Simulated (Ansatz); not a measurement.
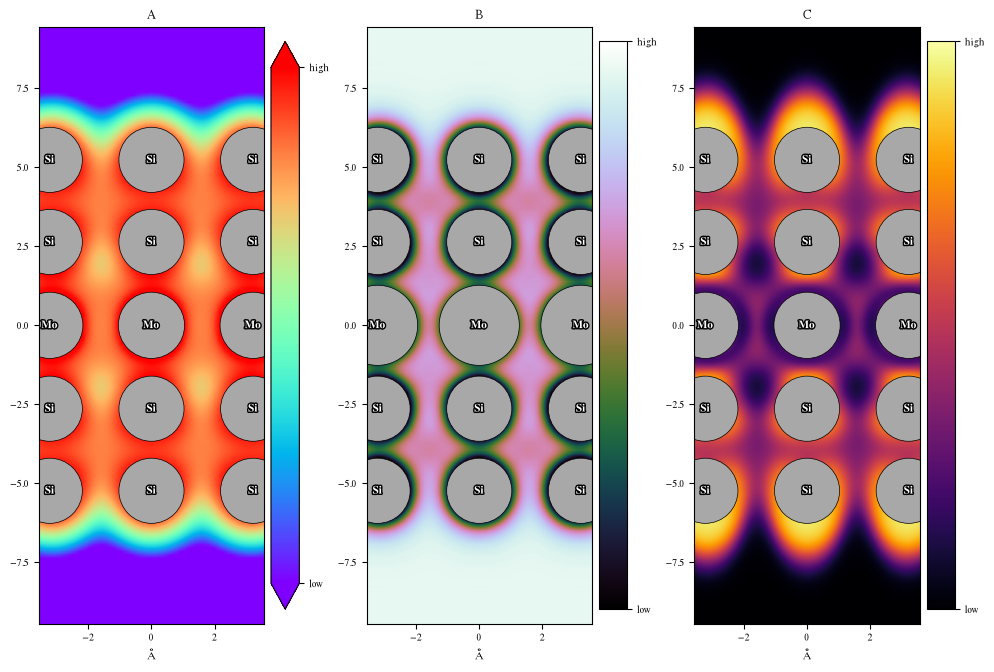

Si2Mo (slab): 3 fields on the (010) plane of the calculation cell, a cut from vacuum to vacuum, with unlabelled colour scales. Grey discs cover the atomic cores.

Not relaxed (largest force 0.6 eV/Å); computed without spin polarisation.

All numbers below come from Ansatz 0.2.0, DFT PBE, scalar-relativistic, plane waves, PAW.

**Which field does each panel show? The fields are: electron localisation function, electrostatic potential energy of an electron and valence pseudo-density.**

Panel A: valence pseudo-density. Panel B: electrostatic potential energy of an electron (low next to the atoms, rising into the space between them). Panel C: electron localisation function. From the grid: Si–Mo (2.64 Å): the density is about 0.39 e/Å³ at the midpoint; the ELF peaks at about 0.80 in the valence shell of Si, 0.9 Å from its nucleus, and is about 0.40 at the midpoint.
